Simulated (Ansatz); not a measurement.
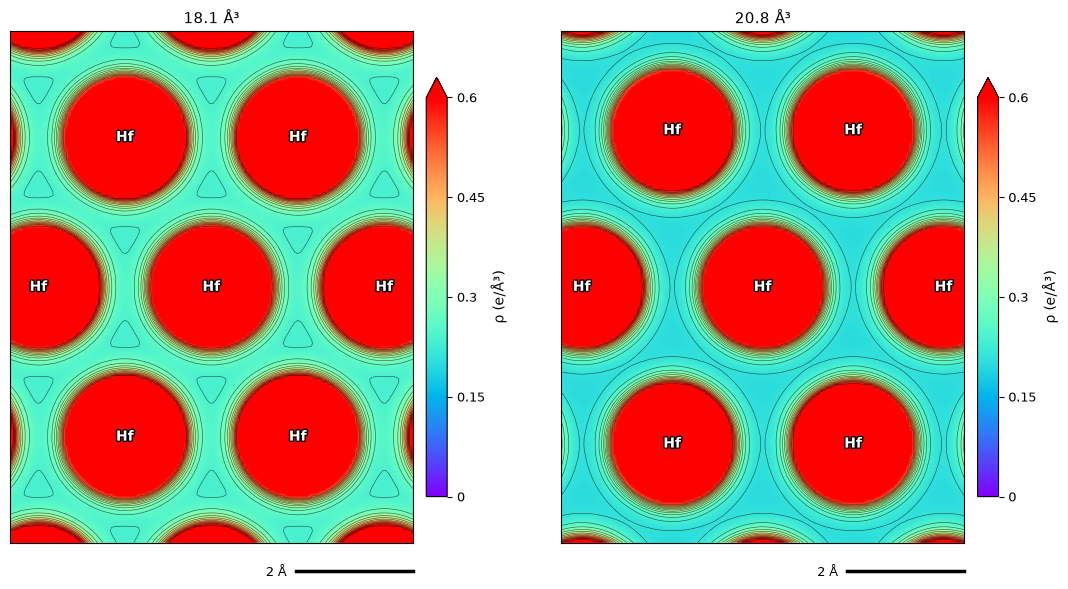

Hf. The valence pseudo-density of cells scaled evenly to different volumes (given per atom above each panel), on the (100) plane of each (indices in the axes of the cell below), at one length scale and on one colour scale.

Level of theory: Ansatz, Kohn-Sham DFT of a periodic cell, LDA, Ansatz PAW.

In a PAW calculation such maps are meaningful between the atoms, not at the nuclei.

The largest cell:

```
Hf
1.0
     0.00000    2.18135    2.18135
     2.18135    0.00000    2.18135
     2.18135    2.18135    0.00000
Hf
1
Direct
  0.00000 0.00000 0.00000
```

| volume (Å³/atom) | Hf–Hf contact in the plane (Å) | ρ at its midpoint (e/Å³) | pressure (GPa) | 
| --- | --- | --- | --- |
| 18.12 | 2.948 | 0.249 | 20.0 | 
| 19.97 | 3.045 | ? | ? | 
| 20.76 | 3.085 | 0.209 | 0.0 | 

### What values belong in the row with question marks?

Over the known rows ln ρ falls by 1.28 per Å of Hf–Hf distance (the line through the two), which gives 0.220 e/Å³ at 3.045 Å; the calculation gives 0.219 e/Å³. For the pressure, a straight line in volume between the neighbouring rows gives 6.0 GPa; the calculation gives 5.0, lower because pressure rises ever faster on compression.
